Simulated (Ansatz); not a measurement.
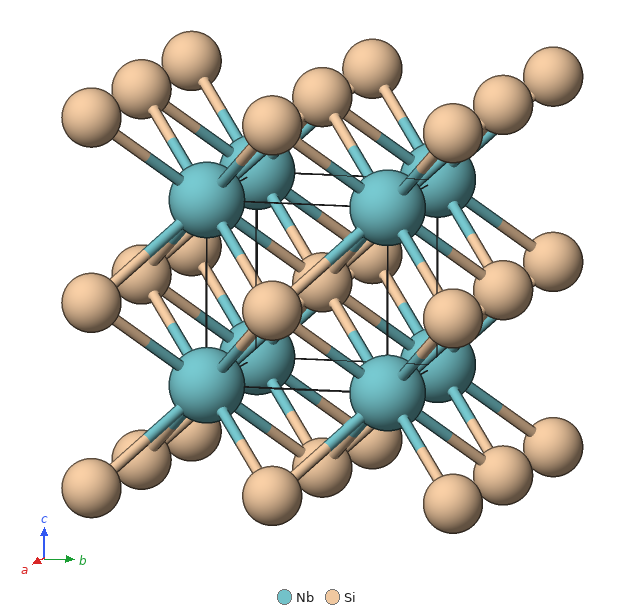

The image is a ball-and-stick drawing of a crystal, viewed slightly off an axis. One conventional unit cell is outlined, and atoms on its boundary appear in each equivalent place. Atoms just outside the outline that bond to atoms inside are added. Cell: a = 3.16 Å, b = 3.16 Å, c = 3.16 Å, α = 90.00°, β = 90.00°, γ = 90.00°.

Starting structure: a random cell made by a generator, so it need not be a real form of the compound. Earlier steps of the study may have refined or changed the cell and positions. Ansatz was used for an electronic-structure calculation on it.

**Give a description of the structure.**

The structure is one of NbSi. Space group Pm-3m (No. 221), lattice primitive cubic. Among the common structure types it is caesium chloride (CsCl, B2) type. The cell has 2 atoms, namely 1 Nb, 1 Si. Each Nb has eight Si in a cubic arrangement at about 2.7 Å. Si is coordinated by eight Nb in a cubic arrangement at about 2.7 Å. Not all metal-metal contacts are counted. The bonds build a three-dimensional framework.

The numbers come from Ansatz, DFT PBE, scalar-relativistic, plane waves, PAW, using wavefunction cutoff 420 eV, k-grid 18×18×18, Gaussian smearing of 0.1 eV, no spin polarisation.

**Is the electronic structure metallic or gapped?**

A metal: bands cross the Fermi level.

**Predict the Bader charges.**

Nb +0.68 e; Si -0.68 e.

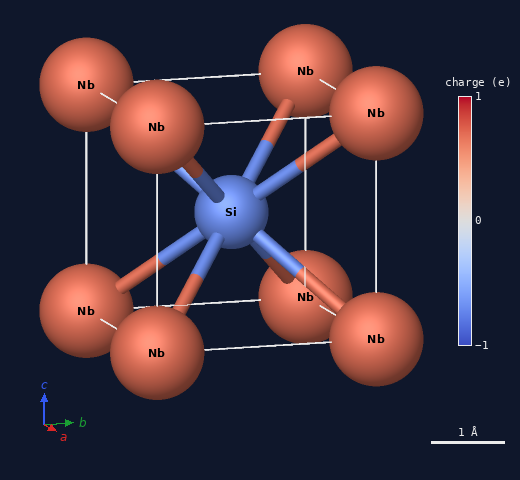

The atoms coloured by those charges. The run's cell of 2 atoms is drawn.

**Does the calculation find this structure at rest?**

Yes. All forces vanish to within 0.01 eV/Å. The pressure is 0.0 GPa, close to zero.
